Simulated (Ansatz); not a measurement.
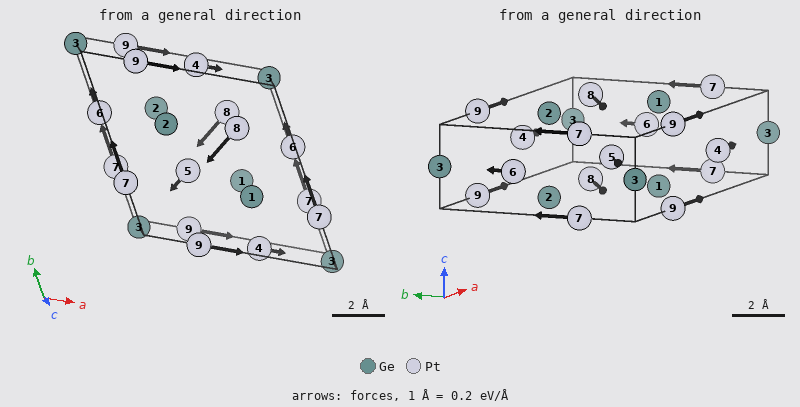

The figure gives a spheres-only picture of the atoms, viewed from two general directions. One simulation cell is framed, with atoms on its boundary repeated. The arrows are the computed forces on the atoms.

System: GePt2. Electronic-structure method: DFT PBEsol, scalar-relativistic, plane waves, PAW (Ansatz). Parameters: a plane-wave cutoff of 420 eV, a 6×6×12 sampling of the Brillouin zone, Gaussian smearing of 0.15 eV, no spin polarisation.

Q: Judging by the arrows, is the geometry relaxed?

A: No. The atoms still feel forces of up to about 0.27 eV/Å, far above a usual threshold of 0.01 to 0.03 eV/Å.

Q: Which atom feels the largest force?

A: Pt7, Pt8 and Pt9, about 0.27 eV/Å.

Starting structure: a structure listed in the Materials Project. The cell was then strained or its atoms displaced on purpose. Ansatz was used for an electronic-structure calculation on it.
